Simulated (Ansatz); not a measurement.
# Two runs on Zr3S2

System: Zr3S2 (C2/m, 5 atoms in the cell).
Method of run A: DFT PBE, scalar-relativistic, plane waves, PAW, no spin polarisation (Ansatz 0.2.0).

The structure was made by a generator, so it may or may not be a known phase. Text and figures count atoms from 1; the logs count them from 0 in places.

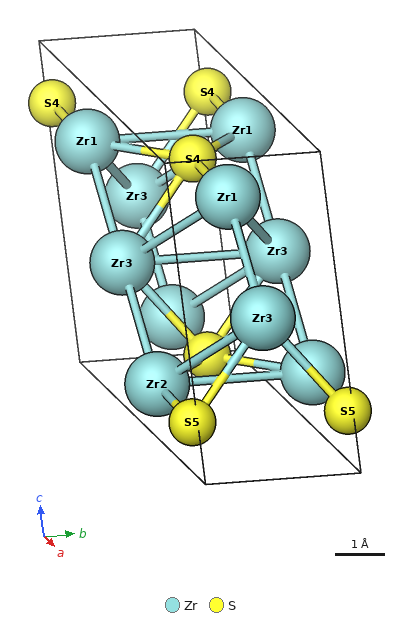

**Figure 1.** The structure as given in the input (ball-and-stick view of the cell 2 times as large as that of the calculation, set on its symmetry axes, seen slightly off an axis; atoms are numbered from 1 in the order of the input).

**Input, run A**
```yaml
crystal:
  lattice:
    - [4.8291096012, -1.6468399296, 0.0]
    - [4.8291096012, 1.6468399296, 0.0]
    - [-3.1371758171, 0.0, 5.9709666598]
  atoms:
    - { symbol: Zr, position: [0.3228105327, 0.3228105327, 0.8100275648] }
    - { symbol: Zr, position: [0.6771894673, 0.6771894673, 0.1899724352] }
    - { symbol: Zr, position: [0.5, 0.5, 0.5] }
    - { symbol: S, position: [0.0475096548, 0.0475096548, 0.8243320115] }
    - { symbol: S, position: [0.9524903452, 0.9524903452, 0.1756679885] }
basis:
  ecutwfc: 420
kpoints:
  mp_grid: { grid: [6, 6, 4] }
hamiltonian:
  xc: pbe
scf:
  occupations: { method: gaussian, width: 0.1 }
  lower_state_search: "off"
output:
  forces: true
  stress: true
  eigenvalues: true
```

Launched with:
```bash
ansatz run input.yaml --threads 1 --pin off --max-ram 2560MiB --backend cpu --events-out ev --progress --plain --runs-dir out
```

Hardware: 1 thread of Intel Xeon @ 2.70GHz, 189 GiB of memory available, shared host.

**Output, shortened to warnings, some set-up lines, iterations and results (run A)**
```
Basis set: ecut = 420 eV, 1883 PW (Γ), exchange–correlation on 72×72×96 points (8 copies of the dense FFT grid, shifted against one another)
Symmetry: 4 space group operations
k-points: 47 of 144
Initial density: superposition of atomic densities (neutral atoms: chi_scale 0, normalization atom), corrected by the library's trained network
[...]
SCF iter   1: F=—  HF=-14361.006938 eV  |F-HF|=—  |Δ(HF+E_count)|=         —  Δρ=7.71e-3  dr2=1.64e-1  ethr=1.77e-3  ⟨swp⟩=5.2  Hψ=5557  notcnv=0
SCF iter   2: F=—  HF=-14360.985283 eV  |F-HF|=—  |Δ(HF+E_count)|=   2.17e-2  Δρ=3.78e-3  dr2=2.56e-2  ethr=3.41e-4  ⟨swp⟩=1.0  Hψ=1740  notcnv=0
SCF iter   3: F=—  HF=-14360.981783 eV  |F-HF|=—  |Δ(HF+E_count)|=   3.50e-3  Δρ=1.33e-3  dr2=3.37e-3  ethr=5.34e-5  ⟨swp⟩=2.3  Hψ=1761  notcnv=0
SCF iter   4: F=—  HF=-14360.981370 eV  |F-HF|=—  |Δ(HF+E_count)|=   4.13e-4  Δρ=2.77e-4  dr2=7.21e-5  ethr=7.02e-6  ⟨swp⟩=2.0  Hψ=1815  notcnv=0
SCF iter   5: F=—  HF=-14360.981391 eV  |F-HF|=—  |Δ(HF+E_count)|=   2.08e-5  Δρ=5.52e-5  dr2=3.00e-6  ethr=1.50e-7  ⟨swp⟩=2.7  Hψ=2231  notcnv=0
SCF iter   6: F=—  HF=-14360.981391 eV  |F-HF|=—  |Δ(HF+E_count)|=   3.84e-7  Δρ=1.13e-5  dr2=1.84e-7  ethr=6.26e-9  ⟨swp⟩=2.3  Hψ=2067  notcnv=0
SCF iter   7: F=-14360.981391 eV  HF=-14360.981391 eV  |F-HF|=6.32e-9  |Δ(HF+E_count)|=   1.02e-9  Δρ=2.28e-6  dr2=1.01e-8  ethr=2.08e-10  ⟨swp⟩=6.0  Hψ=5110  notcnv=0
SCF 1 converged in 7 iterations: F = -14360.981391 eV  dr2 = 1.01e-8
SCF converged after 7 iterations
Free energy (F): -14360.981391 eV
Harris-Foulkes:  -14360.981391 eV  (|F-HF|=6.32e-9)
Internal energy: -14360.961220 eV  (E = F + TS)
E sigma→0 (E₀):  -14360.971305 eV
Entropy (-TS):   -0.020171 eV (-4.034 meV/atom)
Fermi energy:    14.142069 eV
--- Per-component energies (eV) ---
  E_band       = -238.259821
  E_kinetic    = 1221.795117
  E_local      = -2057.914545  (includes V_loc(G=0)·N_el)
  E_nonlocal   = 296.010682
  E_hartree    = 653.387047
  E_xc         = -683.539721
  E_vxc        = -753.840248  (∫ρ·V_xc dr)
  E_paw        = -10062.881487  (= ΣΔE_a)
  E_vpaw       = -251.084616  (= ΣTr[D̂ρ^β])
  E_aug_tail   = 0.000076  (compensation charges beyond the density's cutoff)
  E_ewald      = -3727.818391
  E_smearing   = -0.020171  (= −TS)
  E_closure    = 0.000000  (closes the sum)
  Σ components = -14360.981391   (vs F -14360.981391, Δ=0.00e0)
--- Forces (eV/Å), atoms counted from 1 ---
  atom   1  Zr    -0.05471555     0.00000000     0.00360267
  atom   2  Zr     0.05471555     0.00000000    -0.00360267
  atom   3  Zr     0.00000000     0.00000000     0.00000000
  atom   4  S      0.00079452     0.00000000     0.01768381
  atom   5  S     -0.00079452     0.00000000    -0.01768381
  max |Σ_I F_I| component: 7.05e-18 eV/Å
--- Stress (GPa, compression-positive) ---
        0.164109       0.000000       0.162560
        0.000000      -0.263835       0.000000
        0.162560       0.000000      -0.132080
  P = ⅓ Tr σ = -0.0773 GPa (-0.773 kbar)
```

The input of run B differs as follows (lines with − go, lines with + come):
```diff
-    - { symbol: Zr, position: [0.3228105327, 0.3228105327, 0.8100275648] }
-    - { symbol: Zr, position: [0.6771894673, 0.6771894673, 0.1899724352] }
-    - { symbol: Zr, position: [0.5, 0.5, 0.5] }
+    - { symbol: Zr, position: [0.3228105327, 0.3228105327, 0.8100275648], spin: 1.0 }
+    - { symbol: Zr, position: [0.6771894673, 0.6771894673, 0.1899724352], spin: 1.0 }
+    - { symbol: Zr, position: [0.5, 0.5, 0.5], spin: 1.0 }
+  populations: true
+magnetization:
+  spin_polarized: true
```

How does run B compare with run A?

The energy is the same within 0.01 meV per atom. With spin allowed, the absolute moment of the cell comes to 0.00 μB. The SCF takes 15 iterations against 7. On the same kind of shared host run B took about 3.7 times as long. The two runs start from different initial densities, which also moves the count.

**Output, shortened to warnings, some set-up lines, iterations and results (run B)**
```
WARN: the starting moments were not kept: the SCF closed with an absolute magnetisation of 3.1e-5 μB, where they sum to 3 μB in size (3 sites). That is at most 0.1 of that sum. Measured as dr2_m measures the in/out step, that magnetisation stands 4.8e-11 eV from none, at or under the dr2_threshold of 1.0e-7 eV: it is no larger than a step whose dr2_m would equal this threshold. The system may …
Basis set: ecut = 420 eV, 1883 PW (Γ), exchange–correlation on 72×72×96 points (8 copies of the dense FFT grid, shifted against one another)
Symmetry: 4 space group operations
k-points: 47 of 144
Initial density: superposition of atomic densities (chi_scale 0.1, normalization cell, long waves kept (reshape's long-wave potential 0.05 eV rms))
[...]
SCF iter   1: F=—  HF=-14362.242206 eV  |F-HF|=—  |Δ(HF+E_count)|=         —  Δρ=4.23e-2 (↑3.51e-2 ↓4.23e-2)  dr2=9.03e0  dr2_m=7.59e-1  M=0.718 μB ∫|m|=0.828 μB  β_m=0.30  …
SCF iter   2: F=—  HF=-14361.554625 eV  |F-HF|=—  |Δ(HF+E_count)|=   6.88e-1  Δρ=2.94e-2 (↑2.52e-2 ↓2.94e-2)  dr2=3.93e0  dr2_m=4.11e-1  M=0.593 μB ∫|m|=0.681 μB  β_m=0.30  …
SCF iter   3: F=—  HF=-14360.970040 eV  |F-HF|=—  |Δ(HF+E_count)|=   5.85e-1  Δρ=1.80e-2 (↑1.80e-2 ↓1.65e-2)  dr2=4.20e-1  dr2_m=2.25e-1  M=0.494 μB ∫|m|=0.559 μB  β_m=0.30  …
SCF iter   4: F=—  HF=-14360.929250 eV  |F-HF|=—  |Δ(HF+E_count)|=   4.08e-2  Δρ=1.33e-2 (↑1.33e-2 ↓1.12e-2)  dr2=6.20e-2  dr2_m=1.22e-1  M=0.420 μB ∫|m|=0.468 μB  β_m=0.30  …
SCF iter   5: F=—  HF=-14360.944334 eV  |F-HF|=—  |Δ(HF+E_count)|=   1.51e-2  Δρ=9.28e-3 (↑9.28e-3 ↓8.52e-3)  dr2=2.00e-2  dr2_m=6.64e-2  M=0.364 μB ∫|m|=0.403 μB  β_m=0.30  …
[... 6 lines ...]
SCF iter  12: F=—  HF=-14360.981389 eV  |F-HF|=—  |Δ(HF+E_count)|=   6.77e-6  Δρ=2.06e-5 (↑2.06e-5 ↓1.69e-5)  dr2=6.87e-7  dr2_m=2.63e-7  M=0.003 μB ∫|m|=0.003 μB  β_m=0.98  …
SCF iter  13: F=-14360.981391 eV  HF=-14360.981391 eV  |F-HF|=5.76e-9  |Δ(HF+E_count)|=   1.53e-6  Δρ=3.79e-6 (↑3.38e-6 ↓3.79e-6)  dr2=2.53e-8  dr2_m=7.77e-9  M=0.000 μB …
SCF iter  14: F=-14360.981391 eV  HF=-14360.981391 eV  |F-HF|=2.62e-9  |Δ(HF+E_count)|=   3.36e-8  Δρ=1.00e-6 (↑8.78e-7 ↓1.00e-6)  dr2=4.83e-9  dr2_m=4.77e-10  M=0.000 μB …
SCF iter  15: F=-14360.981391 eV  HF=-14360.981391 eV  |F-HF|=3.64e-12  |Δ(HF+E_count)|=   1.06e-9  Δρ=2.74e-7 (↑2.60e-7 ↓2.74e-7)  dr2=1.50e-10  dr2_m=4.56e-11  M=0.000 μB …
SCF 1 converged in 15 iterations: F = -14360.981391 eV  dr2 = 1.50e-10
SCF converged after 15 iterations
Magnetization: 0.0000 μB (24.0000 up, 24.0000 down)
Absolute magnetization: 0.0000 μB (∫|ρ↑−ρ↓|, with the PAW one-centre terms)
Spin contamination: 0.0000 ħ² per cell (⟨S²⟩ above its minimum at these occupations)
Per-site moments (μB) at R_I (Å): [(5.77139161515799e-6, 1.1096443717466264), (5.771391615085786e-6, 1.1096443717466267), (-1.5671414539602867e-6, 1.0736474075048943), (-9.873319743508883e-7, 1.0736474075048943), (-9.87331974422609e-7, 1.0736474075048943)]
Free energy (F): -14360.981391 eV
Harris-Foulkes:  -14360.981391 eV  (|F-HF|=3.64e-12)
Internal energy: -14360.961220 eV  (E = F + TS)
E sigma→0 (E₀):  -14360.971305 eV
Entropy (-TS):   -0.020171 eV (-4.034 meV/atom)
Fermi energy:    14.142067 eV
--- Per-component energies (eV) ---
  E_band       = -238.259805
  E_kinetic    = 1221.795125
  E_local      = -2057.914334  (includes V_loc(G=0)·N_el)
  E_nonlocal   = 296.010625
  E_hartree    = 653.386872
  E_xc         = -683.539754
  E_vxc        = -753.840286  (∫ρ·V_xc dr)
  E_paw        = -10062.881439  (= ΣΔE_a)
  E_vpaw       = -251.084557  (= ΣTr[D̂ρ^β])
  E_aug_tail   = 0.000076  (compensation charges beyond the density's cutoff)
  E_ewald      = -3727.818391
  E_smearing   = -0.020171  (= −TS)
  E_closure    = -0.000000  (closes the sum)
  Σ components = -14360.981391   (vs F -14360.981391, Δ=0.00e0)
--- Forces (eV/Å), atoms counted from 1 ---
  atom   1  Zr    -0.05467823     0.00000000     0.00352921
  atom   2  Zr     0.05467823     0.00000000    -0.00352921
  atom   3  Zr     0.00000000     0.00000000     0.00000000
  atom   4  S      0.00079610     0.00000000     0.01768848
  atom   5  S     -0.00079610     0.00000000    -0.01768848
  max |Σ_I F_I| component: 1.08e-19 eV/Å
--- Stress (GPa, compression-positive) ---
        0.164112       0.000000       0.162537
        0.000000      -0.263953       0.000000
        0.162538       0.000000      -0.132025
  P = ⅓ Tr σ = -0.0773 GPa (-0.773 kbar)
--- Löwdin populations: 5 sites ---
  site symbol       q [e]    m [muB]
     0     Zr     11.7567     0.0000
     1     Zr     11.7567     0.0000
     2     Zr     11.8684    -0.0000
     3      S      6.1112    -0.0000
     4      S      6.1112    -0.0000
  spilling = 0.008247 (of n_electrons = 48.000000)
```

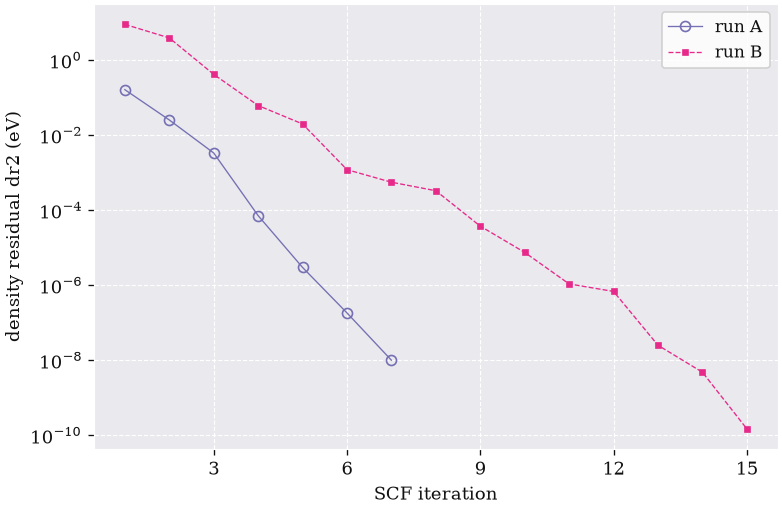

**Figure 2.** Convergence of the two runs: density residual dr2 against the SCF iteration. Run A takes 7 iterations in all, and run B takes 15.

**The two runs side by side**

```tsv
quantity	run A	run B
outcome	converged	converged
free energy per atom (eV)	−2872.1963	−2872.1963
energy per atom, smearing taken to zero (eV)	−2872.1943	−2872.1943
gap on the mesh (eV)	0.00	0.00
pressure (GPa)	−0.08	−0.08
largest force (eV/Å)	0.055	0.055
SCF iterations	7	15
irreducible k-points	47	47
plane waves at Γ	1883	1883
net moment of the cell (μB)	–	0.00
absolute moment of the cell (μB)	–	0.00
wall time (shared host)	7.8 s	29 s
```

For run B: Warnings: some starting moments were not kept.
